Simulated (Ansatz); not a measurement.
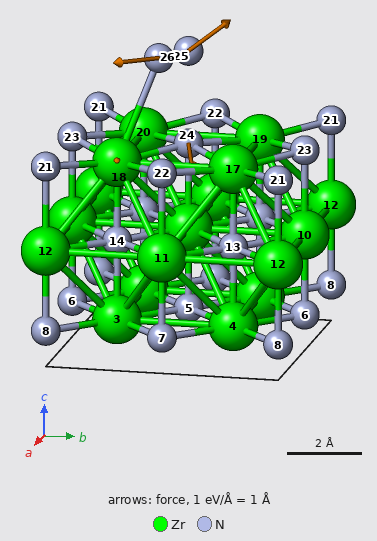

Starting geometry of a slab of composition Zr₆N₇ (cut from the Fm-3m phase) with the computed forces as orange arrows. A ball-and-stick model of the cell of the calculation, outlined in the plane, without the vacuum (origin shifted), seen slightly off an axis.

Case: 1 N2 a cell, flat, over a top N site. The slab is the (1 0 0) face of ZrN with N2 on it. 8 atoms are held fixed.

Method: DFT PBE+D3(BJ), scalar-relativistic, plane waves, PAW (Ansatz). Settings: plane-wave cutoff 420 eV; k-point mesh 3 × 3 × 1; occupations gaussian; smearing width 0.1 eV; no spin polarisation; dipole correction; atoms relaxed in a fixed cell; force threshold 0.04 eV/Å; at most 100 steps.

Is this structure relaxed? If not, where do the atoms go?

Answer. It isn't relaxed: the largest force vector, on an N atom, is 1.66 eV/Å. The final displacements have little in common with the starting forces (cosine between the two patterns −0.17). After 17 accepted moves (20 points after the start) the energy has fallen by 0.596 eV per cell of the calculation. The largest force component goes from 1.3 to 0.0035 eV/Å. The line search rejected the trial step at point 4 of the run. 2 steps only repeated the SCF at the same geometry. The forces were under the threshold at step 16, but the run went on from there. The atom that moves furthest is an N atom (2.38 Å at 73° to the normal (+c side)). By element the largest moves are N 2.38 Å, Zr 0.07 Å. The lattice vectors keep their values. Among the contacts that change: N–Zr 3.044 → 2.309 Å, N–Zr 2.198 → 2.315 Å, N–Zr 2.203 → 2.155 Å, Zr–Zr 3.140 → 3.175 Å. Among the angles between lasting bonds that change: Zr–N–N 111.9° → 179.9°, Zr–N–Zr 178.1° → 175.3°, Zr–N–Zr 170.0° → 172.5°.

Limits of the set-up: the periodic images lie only 6.4 Å apart, so the values are limited by the cell's size.
